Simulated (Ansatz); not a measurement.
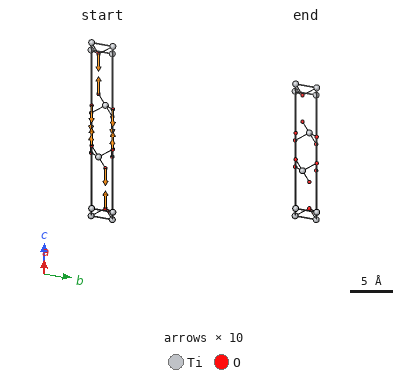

The structure of crystalline TiO$_{2}$ (set up in R-3m) before (left) and after (right) a relaxation, at one scale. The orange arrows give the displacements (the part carried along by the change of the cell is left out), magnified 10 times.

The picture is a ball-and-stick view of the conventional cell (3 times the calculation's cell), seen from a free direction. Lengths and directions refer to the drawn axes.

The run lets cell and atoms move.

The calculation used Ansatz 0.2.0, Kohn-Sham DFT of a periodic cell, r2SCAN, Ansatz PAW.

Input file:
```yaml
crystal:
  lattice:
    - [1.4973312015, 0.8644845722, 6.9815443949]
    - [-1.4973312015, 0.8644845722, 6.9815443949]
    - [0.0, -1.7289691445, 6.9815443949]
  atoms:
    - { symbol: Ti, position: [0.0, 0.0, 0.0] }
    - { symbol: O, position: [0.379533, 0.379533, 0.379533] }
    - { symbol: O, position: [0.620467, 0.620467, 0.620467] }
hamiltonian:
  xc: r2scan
  pseudopotentials: { kind: paw }
kpoints:
  mp_grid: { grid: [10, 10, 10] }
scf:
  occupations: { method: fermi_dirac, width: 0.05 }
output:
  forces: true
  stress: true
  eigenvalues: true
relax:
  f_tol: 0.01
  max_steps: 40
  cell: { stress_tol: 0.05 }
```

Command:
```bash
ansatz run input.yaml --threads 2 --pin off --max-ram 5632MiB --backend cpu --events-out ev --progress --plain --runs-dir out
```

Q: What changed between the two?

A: The energy falls by 27.4 meV per cell of the calculation in 12 accepted moves (13 points after the start). Largest force component: 0.44 eV/Å at the start, 0.00093 eV/Å at the end. Pressure: −3.39 GPa at the start and 0.01 GPa at the end. At 1 point the geometry stayed and the basis and grid were re-selected for the new cell (energy shift of 5.6 meV per cell of the calculation at most each time). The largest moves relative to the cell, 0.23 Å, are those of O atoms. Ti stays in place. Cell: a = b 2.995 → 2.973 Å (−0.7 %), c 20.945 → 15.728 Å (−24.9 %). Volume −26.0 %. Among the contacts that change: Ti–Ti 2.995 → 2.973 Å, O–Ti 1.981 → 1.964 Å. The space group stays R-3m (No. 166).
